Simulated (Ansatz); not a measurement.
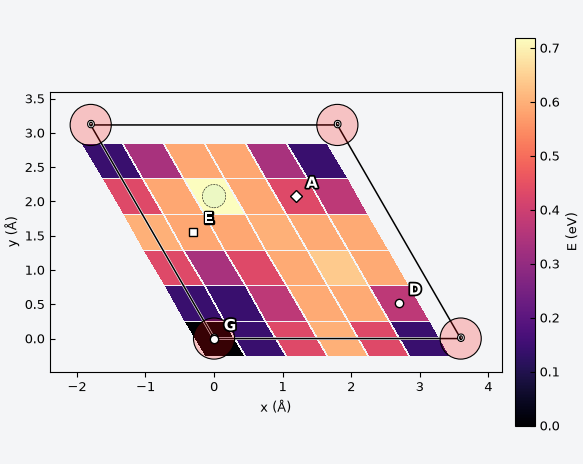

Si on a ZrO₂(111) slab cut from the Fm-3m phase, its upper half relaxed before the scan (6 atoms of substrate and one adsorbate in a 1 × 1 cell). 
- Si is moved over the surface cell at a fixed height above a rigid substrate; the origin of the map has the adsorbate above O6; the height is held at 2.20 Å.
- Places are given modulo a cell vector. The map is drawn in real space over the plane of the surface.
- Grid: 6 × 6 points; 10 points were computed and 26 follow by symmetry.
- All energies are given in eV relative to the lowest grid point.
- The magnetic moment jumps between some neighbouring points. With one adsorbate in each 1 × 1 cell, its nearest image is 3.6 Å away, so neighbouring adsorbates interact. At a fixed height the lowest place need not be the adsorption site.
- All numbers below come from DFT PBE+D3(BJ), scalar-relativistic, plane waves, PAW in Ansatz. Settings: cutoff 420 eV, k-mesh 9×9×1, gaussian smearing 0.05 eV, spin-polarised.

Drawn: one coloured cell a grid point, labelled circles for the atoms of the top layer and small ones for the second layer, the outline of one cell of the plane, lettered points.

Q: Is D the lowest point of the computed grid?

A: No. D lies 0.372 eV above the lowest grid point, which is at the top site over a surface O atom, (0/6, 0/6) of the cell vectors.

Q: Rank the lettered points by energy, lowest first.

A: G (0.000 eV), D (0.372 eV), A (0.432 eV), E (0.584 eV).

PAW datasets: the set soft_1.
